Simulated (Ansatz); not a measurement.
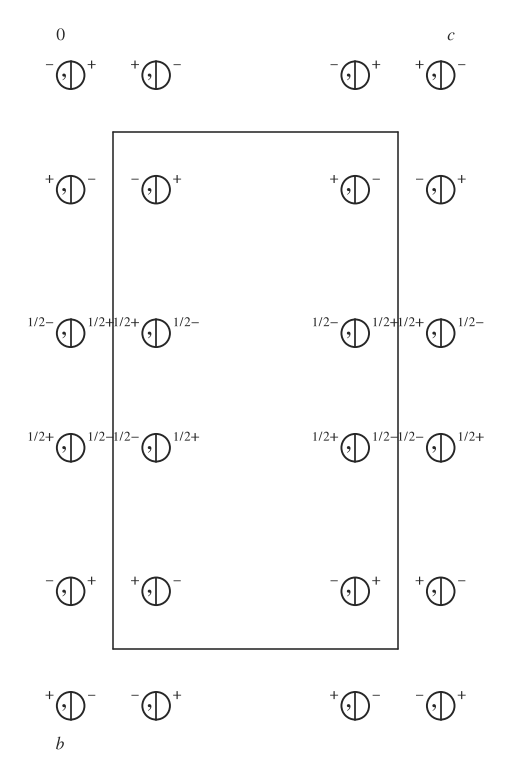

General positions of a space group, projected down a, computed from the operations of a computed or model structure of composition Cr, which need not be its known form.

A circle is a general position, a comma marks the mirror image, + and − with a fraction give the height (along the projection axis: ½+ is ½ plus the coordinate, − is its negative), and a split circle stands for two positions above each other.

> Give the Hermann–Mauguin symbol and number.

No. 65, Cmmm; C-centred orthorhombic, point group mmm, 16 general positions a cell.

> Write the general positions (in any order).

For each centring vector (0, 0, 0), (1/2, 1/2, 0):
x, y, z; −x, −y, −z; −x, −y, z; x, y, −z; x, −y, −z; −x, y, z; −x, y, −z; x, −y, z
